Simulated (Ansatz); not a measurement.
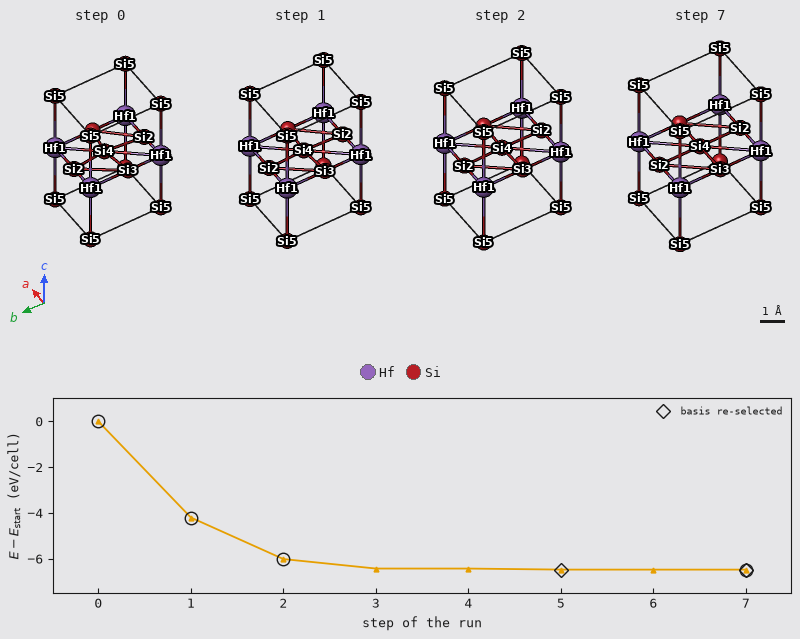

Frames of a relaxation of a crystal of HfSi₄ (a generated structure, set up in P-62m) (coarse preliminary run), marked on the history of the run. The picture is a ball-and-stick view of the cell of the calculation, seen from a free direction.

These are results of DFT PBE, scalar-relativistic, plane waves, PAW in Ansatz 0.2.0, not measurements.

Input
```yaml
crystal:
  lattice:
    - [4.50832934, 0.0, 0.0]
    - [-2.25416467, 3.90432774, 0.0]
    - [0.0, 0.0, 4.72084378]
  atoms:
    - { symbol: Hf, position: [0.0, 0.0, 0.5] }
    - { symbol: Si, position: [0.46552908, 0.0, 0.5] }
    - { symbol: Si, position: [0.0, 0.46552908, 0.5] }
    - { symbol: Si, position: [0.53447092, 0.53447092, 0.5] }
    - { symbol: Si, position: [0.0, 0.0, 0.0] }
basis:
  ecutwfc: 420
kpoints:
  mp_grid: { grid: [6, 6, 4] }
hamiltonian:
  xc: pbe
scf:
  occupations: { method: gaussian, width: 0.1 }
  lower_state_search: "off"
output:
  forces: true
  stress: true
  eigenvalues: true
relax:
  adjacent_minimum: "off"
  f_tol: 0.04
  max_steps: 70
  cell: { stress_tol: 0.4 }
```

Command:
```bash
ansatz run input.yaml --threads 1 --pin off --max-ram 2560MiB --backend cpu --events-out ev --progress --plain --runs-dir out
```

**Describe the path.**

The largest moves relative to the cell, 0.18 Å, are those of Si2, Si3 and Si4. Si2 goes along +a. Hf stays in place. The drawn cell changes as follows: a = b 4.508 → 5.190 Å (+15.1 %), c 4.721 → 5.147 Å (+9.0 %); the volume changes by +44.5 %. Among the contacts that change: Hf1–Si2 2.099 → 2.595 Å, Si2–Si3 2.270 → 2.595 Å, Hf1–Si5 2.360 → 2.573 Å, Hf1–Si2 (another image) 2.410 → 2.595 Å. Among the angles between lasting bonds that change: Si2–Si3–Si2 166.4° → 180.0°, Si2–Si3–Si4 106.4° → 120.0°, Si2–Si3–Si4 133.6° → 120.0°. The space group (tolerance 0.01 Å) goes from P-62m (No. 189) to P6/mmm (No. 191). After 5 accepted moves (7 points after the start) the energy has fallen by 6.471 eV per cell of the calculation. Largest force component: 5.7 eV/Å at the start, under 0.0001 eV/Å at the end. Pressure: 60.59 GPa at the start and 0.02 GPa at the end. At 2 points the geometry stayed and the basis and grid were re-selected for the new cell (energy shift of 44.9 meV per cell of the calculation at most each time). From step 0 to 1: Si atoms move most (0.09 Å), volume +11.8 %, energy −4.195 eV per cell of the calculation. From step 1 to 2: Si atoms move most (0.04 Å), volume +15.0 %, energy −1.815 eV per cell of the calculation. From step 2 to 7: Si atoms move most (0.03 Å), volume +12.4 %, energy −0.461 eV per cell of the calculation.
